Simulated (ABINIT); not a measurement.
## BAs2: positron calculation (part 1 of 2)

The run: positron calculation of BAs2 (P-3m1, 3 atoms in the cell). Method and program: Kohn-Sham DFT of a periodic cell, PBE, JTH PAW PBE v2.0, no spin polarisation (ABINIT 10.8.3).

The structure was made by swapping elements on the sites of another compound; it need not be a known phase.

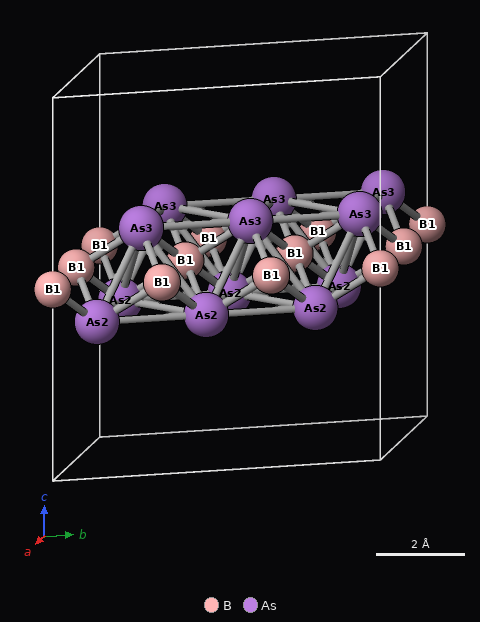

*The input geometry (ball-and-stick view of the 2 × 3 repeat of the cell, with the vacuum cut short, seen slightly off an axis; atoms are numbered from 1 in the order of the input). An atom can appear more than once, as a periodic image.*

### Input file
```
ndtset 2

pp_dirpath "./"
pseudos "B.GGA_PBE-JTH.xml, As.GGA_PBE-JTH.xml"

structure "poscar:POSCAR"
natom 3

ecut 13.0
pawecutdg 26.0
pawovlp 30

ixc 11

nstep 80
nnsclo 3

iomode 3
prteig 0
prtebands 0
prtwf 0

kptopt1 1
ngkpt1 8 8 2
nshiftk1 1
shiftk1 0.0 0.0 0.0
nband1 21
occopt1 3
tsmear1 0.00183747
tolvrs1 1.0e-10
prtden1 1

positron2 1
ixcpositron2 1
getden2 1
kptopt2 0
nkpt2 1
kpt2 0.0 0.0 0.0
nband2 1
occopt2 2
occ2 1.0
posocc2 1.0
toldfe2 1.0e-7
nline2 10
nnsclo2 2
optforces2 0
optstress2 0
prtden2 0
```

### File POSCAR
```
BAs2
1.0
    2.6395689800      0.0000000000      0.0000000000
   -1.3197844900      2.2859337900      0.0000000000
    0.0000000000      0.0000000000     12.2547260000
B As
1 2
Direct
    0.0000000000      0.0000000000      0.0000000000  B
    0.6666666700      0.3333333300      0.9195651400  As
    0.3333333300      0.6666666700      0.0804348600  As
```

Run on 1 thread of Arm Neoverse V1, 112 GiB of memory available, shared host.

Launch command:
```bash
abinit run.abi > log 2>&1
```

### What the program printed
```
.Version 10.8.3 of ABINIT
 DATASET    1 : space group P-3 m 1 (#164); Bravais hP (primitive hexag.)
================================================================================
 Values of the parameters that define the memory need for DATASET  1.
     intxc =       0    ionmov =       0      iscf =      17    lmnmax =      18
     lnmax =       6     mgfft =      80  mpssoang =       3    mqgrid =    5316
     natom =       3  nloc_mem =       2    nspden =       1   nspinor =       1
    nsppol =       1      nsym =      12    n1xccc =       1    ntypat =       2
    occopt =       3   xclevel =       2
       mpw =        1129          nfft =       25920          nkpt =          20
 PAW method is used; the additional fine FFT grid is defined by:
   mgfftf=       108    nfftf =     62208
================================================================================
================================================================================

 DATASET    2 : space group P-3 m 1 (#164); Bravais hP (primitive hexag.)
================================================================================
 Values of the parameters that define the memory need for DATASET  2.
     intxc =       0    ionmov =       0      iscf =      17    lmnmax =      18
     lnmax =       6     mgfft =      80  mpssoang =       3    mqgrid =    5316
     natom =       3  nloc_mem =       2    nspden =       1   nspinor =       1
    nsppol =       1      nsym =      12    n1xccc =       1    ntypat =       2
    occopt =       2   xclevel =       2
       mpw =         544          nfft =       25920          nkpt =           1
 PAW method is used; the additional fine FFT grid is defined by:
   mgfftf=       108    nfftf =     62208
================================================================================
================================================================================

--------------------------------------------------------------------------------
------------- Echo of variables that govern the present computation ------------
--------------------------------------------------------------------------------
 -outvars: echo values of preprocessed input variables --------
            acell      1.0000000000E+00  1.0000000000E+00  1.0000000000E+00 Bohr
              amu      1.08110000E+01  7.49215900E+01
             ecut      1.30000000E+01 Hartree
           getden1          0
           getden2          1
              ixc          11
           jdtset        1    2
           kptopt1          1
           kptopt2          0
         kptrlatt        8    0    0      0    8    0      0    0    2
          kptrlen1     3.99044997E+01
          kptrlen2     3.00000000E+01
            natom           3
            nband1         21
            nband2          1
           ndtset           2
            ngfft          18      18      80
          ngfftdg          24      24     108
             nkpt1         20
             nkpt2          1
            nline1          4
            nline2         10
           nnsclo1          3
           nnsclo2          2
            nstep          80
             nsym          12
           ntypat           2
           occopt1          3
           occopt2          2
        optforces1          2
        optforces2          0
        optstress1          1
        optstress2          0
        pawecutdg      2.60000000E+01 Hartree
          pawovlp      3.0000000000E+01
         positron1          0
         positron2          1
           prtden1          1
           prtden2          0
        prtebands           0
           prteig           0
            prtwf           0
            rprim      4.9880624626E+00  0.0000000000E+00  0.0000000000E+00
                      -2.4940312313E+00  4.3197888051E+00  0.0000000000E+00
                       0.0000000000E+00  0.0000000000E+00  2.3158075888E+01
           shiftk1     0.00000000E+00  0.00000000E+00  0.00000000E+00
           shiftk2     5.00000000E-01  5.00000000E-01  5.00000000E-01
          spgroup         164
           toldfe1     0.00000000E+00 Hartree
           toldfe2     1.00000000E-07 Hartree
           tolvrs1     1.00000000E-10
           tolvrs2     0.00000000E+00
           tsmear1     1.83747000E-03 Hartree
           tsmear2     1.00000000E-02 Hartree
            typat      1  2  2
           useylm           1
           xangst      0.0000000000E+00  0.0000000000E+00  0.0000000000E+00
                       1.3197844900E+00  7.6197793000E-01  1.1269018830E+01
                       1.4699307014E-16  1.5239558600E+00  9.8570717015E-01
            xcart      0.0000000000E+00  0.0000000000E+00  0.0000000000E+00
                       2.4940312313E+00  1.4399296017E+00  2.1295359296E+01
                       2.7777664497E-16  2.8798592034E+00  1.8627165919E+00
             xred      0.0000000000E+00  0.0000000000E+00  0.0000000000E+00
                       6.6666666667E-01  3.3333333333E-01  9.1956514000E-01
                       3.3333333333E-01  6.6666666667E-01  8.0434860000E-02
            znucl        5.00000   33.00000

================================================================================

 chkinp: Checking input parameters for consistency, jdtset=   1.

 chkinp: Checking input parameters for consistency, jdtset=   2.

================================================================================
== DATASET  1 ==================================================================

--- !DatasetInfo
iteration_state: {dtset: 1, }
dimensions: {natom: 3, nkpt: 20, mband: 21, nsppol: 1, nspinor: 1, nspden: 1, mpw: 1129, }
cutoff_energies: {ecut:  13.0, pawecutdg:  26.0, }
electrons: {nelect:   3.30000000E+01, charge:   0.00000000E+00, occopt:   3.00000000E+00, tsmear:   1.83747000E-03, }
meta: {optdriver: 0, ionmov: 0, optcell: 0, iscf: 17, paral_kgb: 0, }
...

 Exchange-correlation functional for the present dataset will be:
  GGA: Perdew-Burke-Ernzerhof functional - ixc=11
  J.P.Perdew, K.Burke, M.Ernzerhof, PRL 77, 3865 (1996)

 Real(R)+Recip(G) space primitive vectors, cartesian coordinates (Bohr,Bohr^-1):
 R(1)=  4.9880625  0.0000000  0.0000000  G(1)=  0.2004786  0.1157464  0.0000000
 R(2)= -2.4940312  4.3197888  0.0000000  G(2)=  0.0000000  0.2314928  0.0000000
 R(3)=  0.0000000  0.0000000 23.1580759  G(3)=  0.0000000  0.0000000  0.0431815
 Unit cell volume ucvol=  4.9899578E+02 bohr^3
 Angles (23,13,12)=  9.00000000E+01  9.00000000E+01  1.20000000E+02 degrees

 Coarse grid specifications (used for wave-functions):

 getcut: wavevector=  0.0000  0.0000  0.0000  ngfft=  18  18  80
         ecut(hartree)=     13.000   => boxcut(ratio)=   2.12839

 Fine grid specifications (used for densities):

 getcut: wavevector=  0.0000  0.0000  0.0000  ngfft=  24  24 108
         ecut(hartree)=     26.000   => boxcut(ratio)=   2.03175

--- Pseudopotential description ------------------------------------------------
- pspini: atom type   1  psp file is ./B.GGA_PBE-JTH.xml
 Pseudopotential format is: paw10
 basis_size (lnmax)=  4 (lmn_size=  8), orbitals=   0   0   1   1
 Spheres core radius: rc_sph= 1.70616958
 Shapefunction is SIN type: shapef(r)=[sin(pi*r/rshp)/(pi*r/rshp)]**2
 Radius for shape functions =  1.40269776
 Compensation charge density is not taken into account in XC energy/potential

- pspini: atom type   2  psp file is ./As.GGA_PBE-JTH.xml
 Pseudopotential format is: paw10
 basis_size (lnmax)=  6 (lmn_size= 18), orbitals=   0   0   1   1   2   2
 Spheres core radius: rc_sph= 2.10391912
 Shapefunction is BESSEL type: shapef(r,l)=aa(1,l)*jl(q(1,l)*r)+aa(2,l)*jl(q(2,l)*r)
 Radius for shape functions =  1.70360438
 Compensation charge density is not taken into account in XC energy/potential

   1.68515170E+03                                ecore*ucvol(ha*bohr**3)
--------------------------------------------------------------------------------

================================================================================

--- !BeginCycle
iteration_state: {dtset: 1, }
solver: {iscf: 17, nstep: 80, nline: 4, wfoptalg: 10, }
tolerances: {tolvrs: 1.00E-10, }
...

     iter   Etot(hartree)      deltaE(h)  residm     nres2
 ETOT  1  -230.31671131304    -2.303E+02 2.245E-02 8.696E+00
 ETOT  2  -230.23379824517     8.291E-02 1.137E-04 2.578E-01
 ETOT  3  -230.23149898735     2.299E-03 6.518E-06 5.744E-02
 ETOT  4  -230.23048124792     1.018E-03 7.150E-07 6.992E-03
 ETOT  5  -230.23024286331     2.384E-04 1.193E-06 4.225E-03
 ETOT  6  -230.22988143782     3.614E-04 3.371E-06 1.929E-03
 ETOT  7  -230.22970793345     1.735E-04 4.946E-05 1.086E-03
 ETOT  8  -230.22961180141     9.613E-05 4.626E-05 6.480E-04
 ETOT  9  -230.22959088748     2.091E-05 2.416E-05 3.838E-04
 ETOT 10  -230.22958207729     8.810E-06 2.363E-05 1.283E-04
 ETOT 11  -230.22962309256    -4.102E-05 1.280E-06 3.743E-06
 ETOT 12  -230.22963001158    -6.919E-06 1.225E-07 1.695E-07
 ETOT 13  -230.22963025726    -2.457E-07 2.154E-07 1.040E-08
 ETOT 14  -230.22963031157    -5.432E-08 4.724E-07 2.639E-10
 ETOT 15  -230.22963031330    -1.726E-09 1.651E-07 6.503E-12

 At SCF step   15       nres2   =  6.50E-12 < tolvrs=  1.00E-10 =>converged.

 Cartesian components of stress tensor (hartree/bohr^3)
  sigma(1 1)= -2.41354323E-03  sigma(3 2)=  0.00000000E+00
  sigma(2 2)= -2.41354322E-03  sigma(3 1)=  0.00000000E+00
  sigma(3 3)= -2.14132491E-03  sigma(2 1)=  0.00000000E+00

--- !ResultsGS
iteration_state: {dtset: 1, }
comment   : Summary of ground state results
lattice_vectors:
- [  4.9880625,   0.0000000,   0.0000000, ]
- [ -2.4940312,   4.3197888,   0.0000000, ]
- [  0.0000000,   0.0000000,  23.1580759, ]
lattice_lengths: [   4.98806,    4.98806,   23.15808, ]
lattice_angles: [ 90.000,  90.000, 120.000, ] # degrees, (23, 13, 12)
lattice_volume:   4.9899578E+02
convergence: {deltae: -1.726E-09, res2:  6.503E-12, residm:  1.651E-07, diffor: null, }
etotal    :  -2.30229630E+02
entropy   :   0.00000000E+00
fermie    :   1.16406126E-01
cartesian_stress_tensor: # hartree/bohr^3
- [ -2.41354323E-03,   0.00000000E+00,   0.00000000E+00, ]
- [  0.00000000E+00,  -2.41354322E-03,   0.00000000E+00, ]
- [  0.00000000E+00,   0.00000000E+00,  -2.14132491E-03, ]
pressure_GPa:   6.8339E+01
xred      :
- [  0.0000E+00,   0.0000E+00,   0.0000E+00,  B]
- [  6.6667E-01,   3.3333E-01,   9.1957E-01, As]
- [  3.3333E-01,   6.6667E-01,   8.0435E-02, As]
cartesian_forces: # hartree/bohr
- [  4.60644577E-27,  -7.97859812E-27,   1.85037171E-17, ]
- [ -9.21289154E-27,   0.00000000E+00,  -2.87210173E-01, ]
- [  4.60644577E-27,   7.97859812E-27,   2.87210173E-01, ]
force_length_stats: {min:   1.85037171E-17, max:   2.87210173E-01, mean:   1.91473449E-01, }
...

 Integrated electronic density in atomic spheres:
 ------------------------------------------------
 Atom  Sphere_radius  Integrated_density
    1        1.70617          2.78581407
    2        2.10392         13.23974937
    3        2.10392         13.23974937

================================================================================

 ----iterations are completed or convergence reached----

 Mean square residual over all n,k,spin=   39.518E-11; max=  16.514E-08
 reduced coordinates (array xred) for    3 atoms
       0.000000000000      0.000000000000      0.000000000000
       0.666666666667      0.333333333333      0.919565140000
       0.333333333333      0.666666666667      0.080434860000
 rms dE/dt=  3.1354E+00; max dE/dt=  6.6512E+00; dE/dt below (all hartree)
    1       0.000000000000      0.000000000000      0.000000000000
    2       0.000000000000     -0.000000000000      6.651234991082
    3       0.000000000000     -0.000000000000     -6.651234991082

 cartesian coordinates (angstrom) at end:
    1      0.00000000000000     0.00000000000000     0.00000000000000
    2      1.31978449000000     0.76197793000000    11.26901882985163
    3      0.00000000000000     1.52395586000000     0.98570717014836

 cartesian forces (hartree/bohr) at end:
    1      0.00000000000000    -0.00000000000000     0.00000000000000
    2     -0.00000000000000     0.00000000000000    -0.28721017338561
    3      0.00000000000000     0.00000000000000     0.28721017338561
 frms,max,avg= 1.3539217E-01 2.8721017E-01   0.000E+00  0.000E+00  0.000E+00 h/b
```
